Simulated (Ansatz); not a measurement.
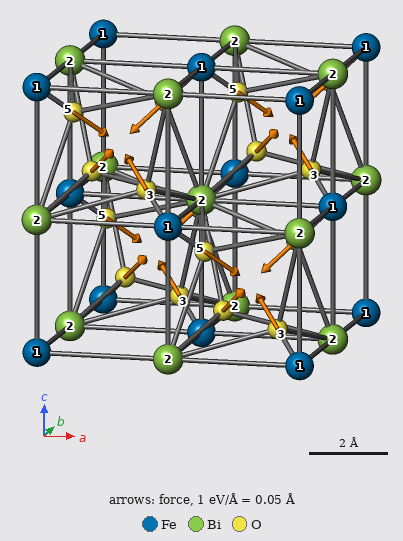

Starting geometry of crystalline FeBiO4 (a generated structure, set up in F-43m) (coarse preliminary run) with the computed forces as orange arrows. A ball-and-stick model of the conventional cell (4 times the calculation's cell), seen slightly off an axis. Lengths and directions refer to the drawn axes.

All numbers below come from DFT PBE, scalar-relativistic, plane waves, PAW in Ansatz 0.2.0.

Input
```yaml
crystal:
  lattice:
    - [0.0, 3.50768816, 3.50768816]
    - [3.50768816, 0.0, 3.50768816]
    - [3.50768816, 3.50768816, 0.0]
  atoms:
    - { symbol: Fe, position: [0.0, 0.0, 0.0], spin: 4.0 }
    - { symbol: Bi, position: [0.5, 0.5, 0.5] }
    - { symbol: O, position: [0.1111004, 0.66669881, 0.1111004] }
    - { symbol: O, position: [0.1111004, 0.1111004, 0.66669881] }
    - { symbol: O, position: [0.66669881, 0.1111004, 0.1111004] }
    - { symbol: O, position: [0.1111004, 0.1111004, 0.1111004] }
basis:
  ecutwfc: 420
kpoints:
  mp_grid: { grid: [4, 4, 4] }
hamiltonian:
  xc: pbe
scf:
  occupations: { method: gaussian, width: 0.1 }
  lower_state_search: "off"
output:
  forces: true
  stress: true
  eigenvalues: true
  populations: true
magnetization:
  spin_polarized: true
relax:
  adjacent_minimum: "off"
  f_tol: 0.04
  max_steps: 70
  cell: { stress_tol: 0.4 }
```

Run as
```bash
ansatz run input.yaml --threads 1 --pin off --max-ram 2560MiB --backend cpu --events-out ev --progress --plain --runs-dir out
```

What follows when this structure is relaxed?

Answer. It isn't relaxed: the largest force vector, on O atoms, is 26.27 eV/Å. The atoms end up moving mostly along the starting forces (cosine between the two patterns 1.00). The largest moves relative to the cell, 0.23 Å, are those of O3, O4, O5 and O6. O6 goes along [1 −1 1]. Bi and Fe stay in place. Cell: a = b = c 7.015 → 7.298 Å (+4.0 %). Volume +12.6 %. Among the contacts that change: Fe1–O3 1.350 → 1.636 Å, Fe1–Bi2 3.508 → 3.649 Å, Bi2–O3 2.943 → 3.017 Å. The space group stays F-43m (No. 216). Over 6 accepted moves (8 points after the start) the energy falls by 1949 meV per atom. The largest force component goes from 15 to 0.0059 eV/Å. Pressure: 90.07 GPa at the start and 0.22 GPa at the end. The SCF was repeated twice at an unchanged geometry on a basis and grid sized afresh for the cell, which shifted the energy by 10.6 meV per atom at most. The program noted that the starting moments weren't kept. Cost: 74 s on 1 thread of Intel(R) Xeon(R) Platinum 8259CL CPU @ 2.50GHz (Skylake/Cascade Lake) (shared host), peak memory 0.44 GiB.
